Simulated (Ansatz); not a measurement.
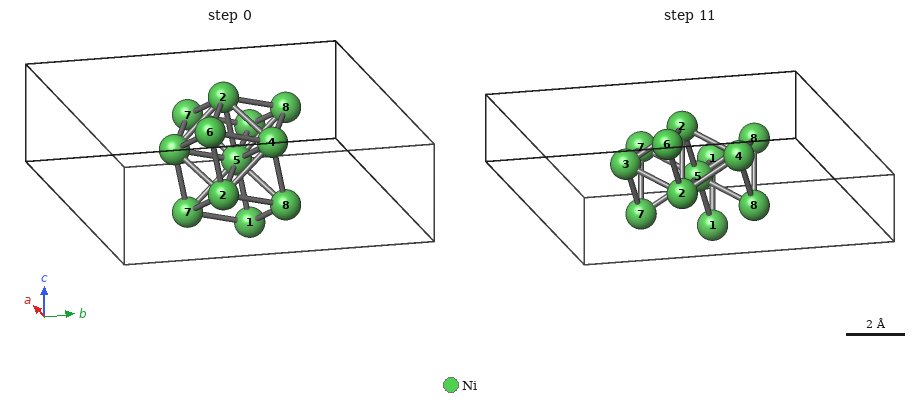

The structure of a wire of composition Ni before (left) and after (right) a relaxation, at one scale.

The picture is a ball-and-stick view of the cell of the calculation, with the vacuum cut short, seen from a free direction.

Case: wire along [0 0 1], 8 atoms a period.

All numbers below come from DFT PBE, scalar-relativistic, plane waves, PAW (Ansatz 0.2.0).

Input
```yaml
crystal:
  lattice:
    - [14.3, 0.0, 0.0]
    - [0.0, 12.8, 0.0]
    - [0.0, 0.0, 3.5184756903]
  atoms:
    - { symbol: Ni, position: [0.3154645617, 0.5, 0.0], spin: 0.75 }
    - { symbol: Ni, position: [0.5615118128, 0.5, 0.0], spin: 0.75 }
    - { symbol: Ni, position: [0.5615118128, 0.3625595433, 0.5], spin: 0.75 }
    - { symbol: Ni, position: [0.5615118128, 0.6374404567, 0.5], spin: 0.75 }
    - { symbol: Ni, position: [0.4384881872, 0.5, 0.5], spin: 0.75 }
    - { symbol: Ni, position: [0.6845354383, 0.5, 0.5], spin: 0.75 }
    - { symbol: Ni, position: [0.4384881872, 0.3625595433, 0.0], spin: 0.75 }
    - { symbol: Ni, position: [0.4384881872, 0.6374404567, 0.0], spin: 0.75 }
basis:
  ecutwfc: 420
kpoints:
  mp_grid: { grid: [1, 1, 15] }
hamiltonian:
  xc: pbe
scf:
  occupations: { method: gaussian, width: 0.05 }
output:
  forces: true
  stress: true
  eigenvalues: true
  populations: true
  write_density: true
  write_potential: true
  elf: true
  volumetric_format: npy
magnetization:
  spin_polarized: true
relax:
  adjacent_minimum: "off"
  f_tol: 0.02
  max_steps: 45
  cell: { fix: [a, b, alpha, beta, gamma], stress_tol: 0.03 }
```

Run as
```bash
ansatz run input.yaml --threads 4 --pin off --max-ram 11264MiB --backend cpu --events-out ev --progress --plain --runs-dir out
```

What changed between the two?

After 10 accepted moves (11 points after the start) the energy has fallen by 2.305 eV per cell of the calculation. Largest force component: 1.3 eV/Å at the start, 0.0058 eV/Å at the end. The SCF was repeated once at an unchanged geometry on a basis and grid sized afresh for the cell, which shifted the energy by 13.2 meV per cell of the calculation at most. The largest moves relative to the layer's centre, 0.39 Å, are those of Ni1 and Ni6. Along the periodic axis the drawn cell goes c 3.518 → 2.423 Å (−31.1 %). Among the contacts that change: Ni1–Ni1 3.518 → 2.423 Å, Ni2–Ni7 2.488 → 2.897 Å, Ni1–Ni7 2.488 → 2.845 Å, Ni1–Ni5 2.488 → 2.328 Å. Bond angles that change, for instance: Ni4–Ni8–Ni4 90.0° → 60.9°, Ni5–Ni8–Ni5 90.0° → 61.6°, Ni2–Ni6–Ni2 90.0° → 62.7°.

Limits of the set-up: the k-point mesh is coarse for a cell with partly filled bands.
